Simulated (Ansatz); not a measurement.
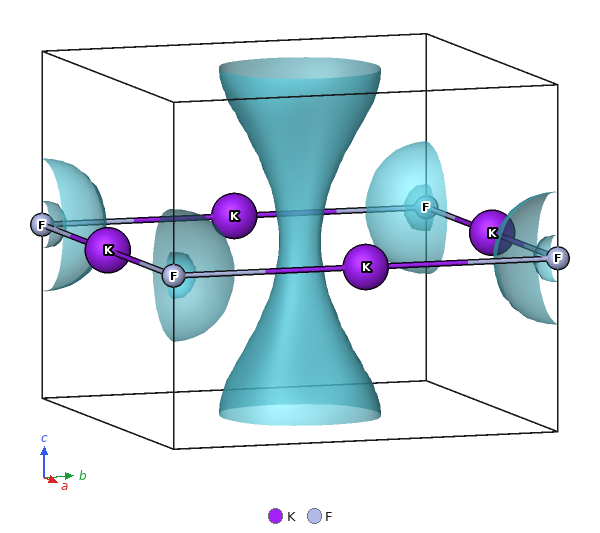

Figure 1: K2F. Isosurface of the ELF at 0.7 (cyan), seen slightly off an axis. Only the valence region is drawn (cores and ρ < 0.01 e/Å³ removed). Sticks mark near contacts.

Space group P4/mmm; a structure generated by program, which may or may not match a known phase; computed without spin polarisation.

Theory: DFT PBE, scalar-relativistic, plane waves, PAW (Ansatz).

Question: Identify the bonds, lone pairs and shells in this picture.

Answer: The surface consists of one region wrapped around F (its valence shell) and channels that run through the cell in one direction, counted in one cell of 3 atoms. Regions shared between cells count once.

Values along the shortest contacts:
K–F (2.62 Å): the ELF is about 0 at the midpoint; no shared electron pair shows on this line.

Question: Does the calculation make it a metal, or give it a gap?

Answer: It is metallic or semimetallic at this level of theory: no gap opens.
